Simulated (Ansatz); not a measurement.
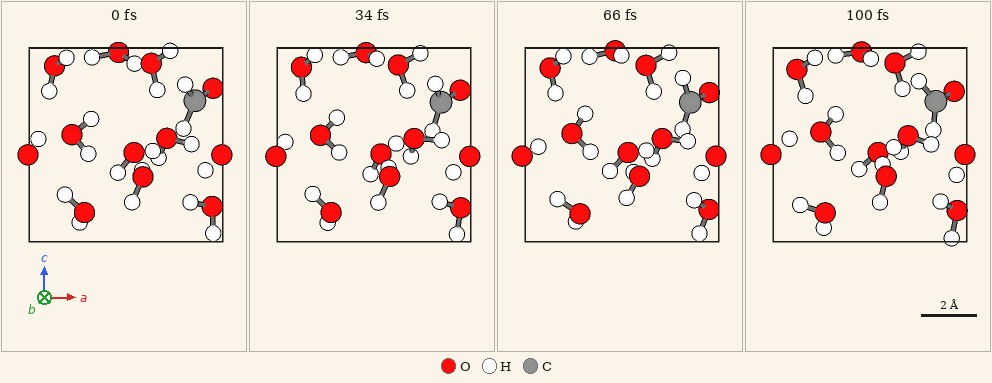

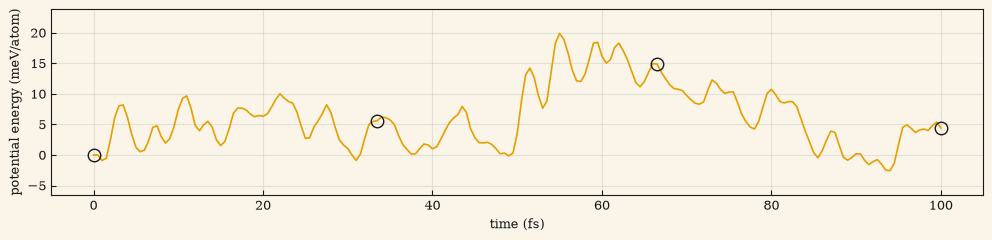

A Born-Oppenheimer molecular dynamics run of a periodic cell with 10 H2O + 1 H2CO at 0.967 g/cm³, 100 fs long. It starts from the last geometry of an earlier run, with fresh velocities. Frames and the history of the run. A ball-and-stick model of the simulation cell, seen along the b axis.

Method: DFT PBE, scalar-relativistic, plane waves, PAW (Ansatz 0.2.0). Run with plane-wave cutoff 420 eV; k-point mesh 1 × 1 × 1; Fermi-Dirac smearing 0.05 eV; Langevin thermostat (NVT); set temperature 400 K; time step 0.5 fs; friction 0.5 per fs.

Question: Describe the run.

Answer: The mean temperature in the second half is 402 K (standard deviation 58 K). The potential energy is still drifting at the end, so the run hasn't reached equilibrium. The potential energy in the second half lies on average 8.3 meV per atom above the first frame. In the second half of the run the atoms are, in the root-mean-square, this far from where they began (common drift taken out): H 0.31 Å, O 0.13 Å, C 0.10 Å. The heavy atoms stay within a fraction of a molecule's size of their starting places; so short a run doesn't tell a liquid from a solid. The friction is so strong that the slow modes are overdamped, and the motion no longer resembles free dynamics.

Limits of the set-up: the periodic images lie only 7.1 Å apart, so the values are limited by the cell's size.

Cost: 3.6 min on 1 thread of Intel(R) Xeon(R) 6975P-C (Granite Rapids) (shared host), peak memory 0.53 GiB.
